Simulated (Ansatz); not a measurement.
## Electronic structure of Na$_{7}$Cl$_{8}$ (cell charge −1, with a compensating background) (cell with a defect) in real space

```
Na Cl
1.0
    -5.69557    0.00000    5.69557
    -5.69557   -5.69557    0.00000
     0.00000   -5.69557    5.69557
Na Cl
7 8
Direct
  0.00000 0.50000 0.50000
  0.00000 0.50000 0.00000
  0.00000 0.00000 0.00000
  0.50000 0.50000 0.50000
  0.50000 0.00000 0.50000
  0.50000 0.50000 0.00000
  0.50000 0.00000 0.00000
  0.25666 0.74334 0.24334
  0.25666 0.25666 0.24334
  0.25666 0.74334 0.75666
  0.25000 0.25000 0.75000
  0.75000 0.75000 0.25000
  0.74334 0.25666 0.24334
  0.74334 0.74334 0.75666
  0.74334 0.25666 0.75666
```

These are results of DFT PBE, scalar-relativistic, plane waves, PAW in Ansatz, not measurements.

Core electrons are frozen (PAW), and the valence fields are smoothed inside the atomic spheres.

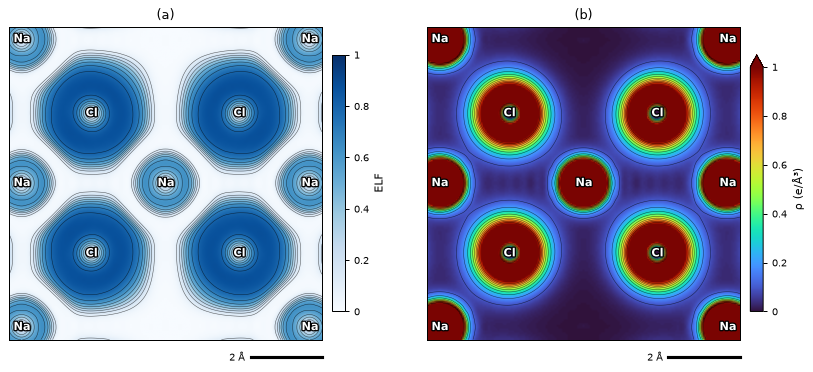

Figure 1. (a) electron localisation function; (b) valence electron density on the (110) plane of the calculation cell.

### Read the bonding off the picture.

- The plane passes through Na and Cl nuclei.
- Na–Cl (2.77 Å): ρ is about 0.15 e/Å³ halfway; the ELF peaks at about 0.90 in the valence shell of Cl, 0.8 Å from its nucleus, and falls to about 0 next to Na; a largely ionic contact.
- Na–Cl (2.85 Å): the density is about 0.13 e/Å³ at the midpoint; the ELF peaks at about 0.85 in the valence shell of Cl, 0.8 Å from its nucleus, and falls to about 0 next to Na; a largely ionic contact.
- The density dies away to nearly zero in the voids.
- The features right at Na lie inside the PAW spheres, where the map follows smoothed inner orbitals and isn't to be read closely.

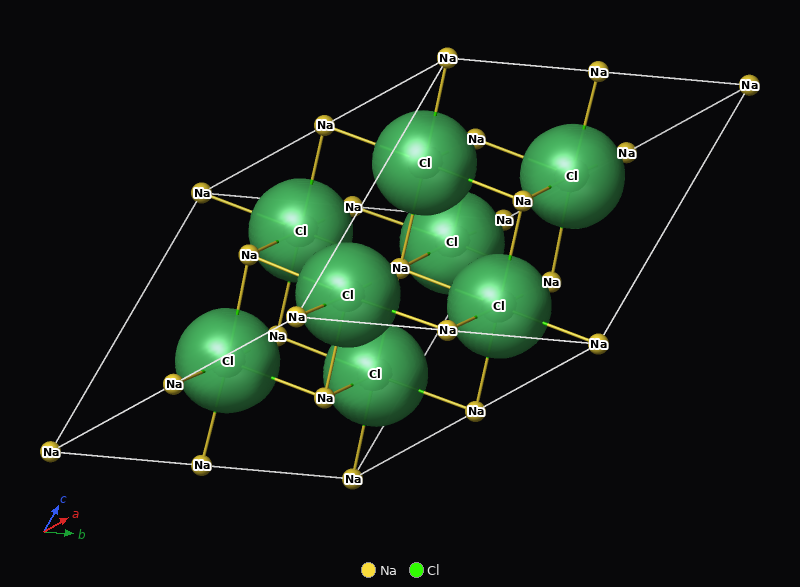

Figure 2. Isosurface of the electron localisation function at 0.7 (green), seen at an oblique angle. Only the valence region is drawn (cores and ρ < 0.01 e/Å³ removed). Sticks mark near contacts.

### What do the ELF domains correspond to?

At this value the surface marks out eight regions wrapped around Cl (the valence shell of each), counted in one cell of 15 atoms. Regions shared between cells count once.

### Does the calculation make it a metal, or give it a gap?

It is gapped, with a Kohn–Sham gap of 4.9 eV on the k-point mesh, an upper bound to the gap of this method.
